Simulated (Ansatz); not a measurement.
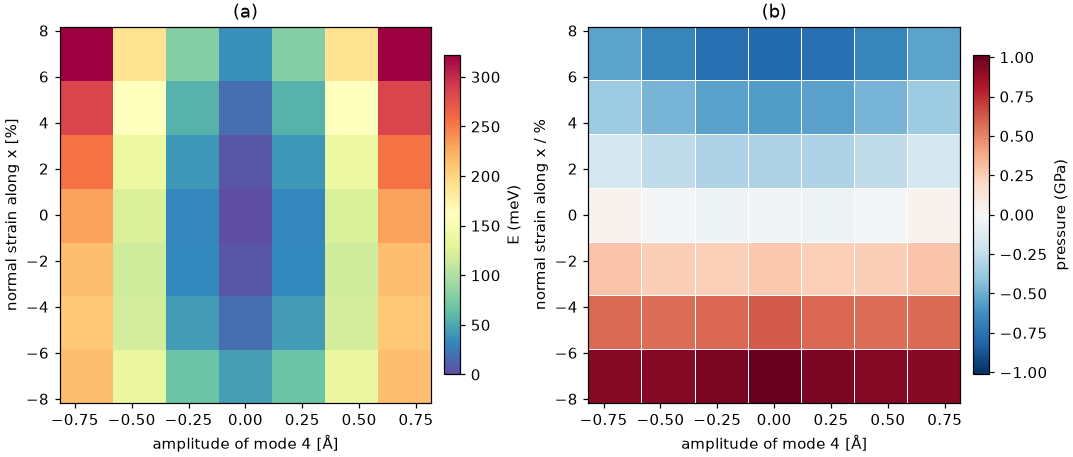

Sr (P6_3/mmc, No. 194; 2 atoms in the cell). The energy is mapped over a normal mode and a strain (zone-centre modes of the 2-atom cell of this scan) (x along [1 0 0], y along [1 2 0], z along [0 0 1] of the conventional cell). Coordinates scanned: (1) amplitude of mode 4 (42 cm⁻¹), largest displacement in the unstrained cell; (2) normal strain along x. Nothing is relaxed (the pattern is fixed in fractional coordinates). The grid has 7 × 7 points; 28 points were computed and 21 follow by symmetry. Points are written as (first, second). All energies are given in meV per cell relative to the lowest grid point. Computed with DFT LDA, scalar-relativistic, plane waves, PAW (Ansatz 0.2.0). Settings: cutoff 420 eV, k-mesh 12×12×8 in the order of the run's cell vectors, gaussian smearing 0.15 eV, no spin polarisation.

Panel (a) is the energy; panel (b) is the computed pressure, in GPa.

The picture shows one coloured cell a grid point.

Question: How does the pressure vary over the map, and what is it at the lowest grid point?

Answer: It runs from −0.79 GPa at (0.000 Å, 7.00 %) to 1.01 GPa at (0.000 Å, −7.00 %). At the lowest grid point, (0.000 Å, 0.00 %), it is −0.03 GPa.
